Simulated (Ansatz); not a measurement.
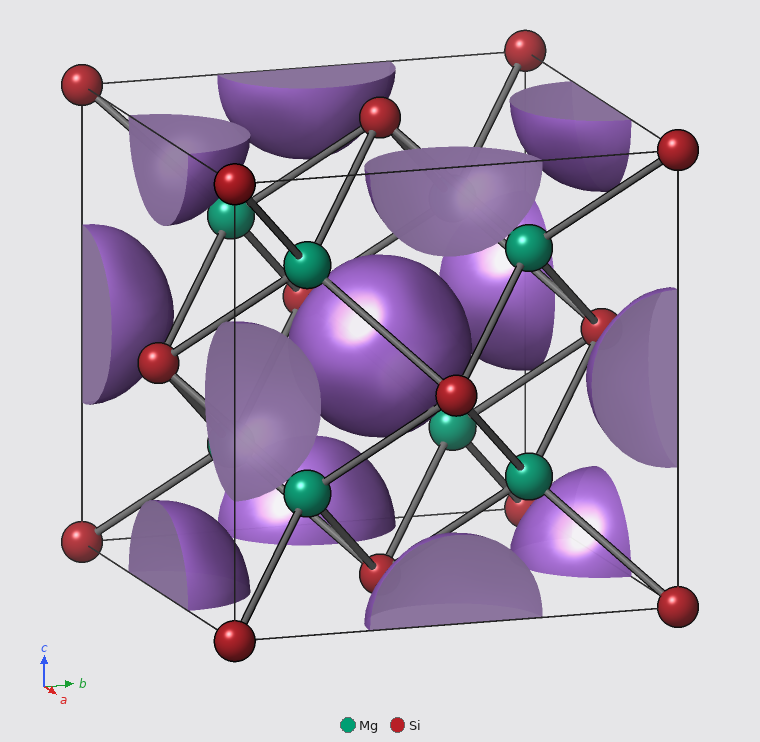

Crystal voids of Mg₂Si in space group Fm-3m: the purple surface encloses the regions where the procrystal electron density, the sum of the densities of spherically averaged neutral Hartree-Fock atoms, is below 0.01 e/bohr³ (1×1×1 cells, view slightly off an axis). No self-consistent density enters. Pale faces close the region where the drawn box cuts it. The usual level for crystal voids is 0.002 e/bohr³; this crystal has almost no region below it, so a higher level is used, which marks the interstitial space of lowest density.

Origin of the cell: coordinates from a relaxation with Ansatz 0.2.0, DFT PBE, scalar-relativistic, plane waves, PAW.

```
CELL_PARAMETERS angstrom
6.36474 0.00000 0.00000
0.00000 6.36474 0.00000
0.00000 0.00000 6.36474
ATOMIC_POSITIONS crystal
Mg 0.25000 0.75000 0.75000
Mg 0.25000 0.25000 0.75000
Si 0.00000 0.00000 0.00000
Mg 0.25000 0.25000 0.25000
Mg 0.25000 0.75000 0.25000
Si 0.00000 0.50000 0.50000
Mg 0.75000 0.75000 0.25000
Mg 0.75000 0.25000 0.25000
Si 0.50000 0.00000 0.50000
Mg 0.75000 0.25000 0.75000
Mg 0.75000 0.75000 0.75000
Si 0.50000 0.50000 0.00000
```

### What share of the cell is void by this measure?

The voids take about 12 % of the cell (31 Å³ of 257.8 Å³) and are bounded by about 77 Å² of surface per cell.

### What shape does the empty space take in three dimensions?

They are isolated pockets that do not connect across cells.

### How low does the density fall, and where?

To about 0.0049 e/bohr³ near 0.00, 0.00, 0.50 (fractional), 2.8 Å from the nearest nucleus.

### At what density do the voids first join through the crystal?

At about 0.015 e/bohr³, as a three-dimensional network.
